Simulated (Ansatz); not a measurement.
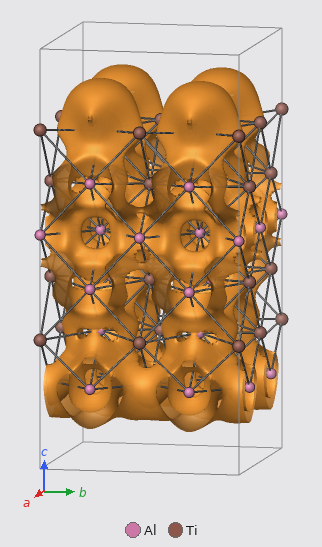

*TiAl₂ (slab). Isosurface of the ELF at 0.6 (orange), seen slightly off an axis. Only the valence region is drawn (cores and ρ < 0.01 e/Å³ removed). Sticks mark near contacts.*

Not relaxed (largest force 0.8 eV/Å); computed without spin polarisation.

Computed with Ansatz, DFT PBEsol, scalar-relativistic, plane waves, PAW.

In a PAW calculation such maps are meaningful between the atoms, not at the nuclei.

Q: What do the ELF domains correspond to?

A: The surface consists of sheets that run through the cell in two directions, counted in one cell of 12 atoms. Counts are for one cell; the picture repeats the cell along the surface. Profiles from the grid: Al–Al (2.69 Å): the ELF peaks at about 0.70 between the atoms. Ti–Al (2.71 Å): the ELF is about 0.40 at the midpoint.
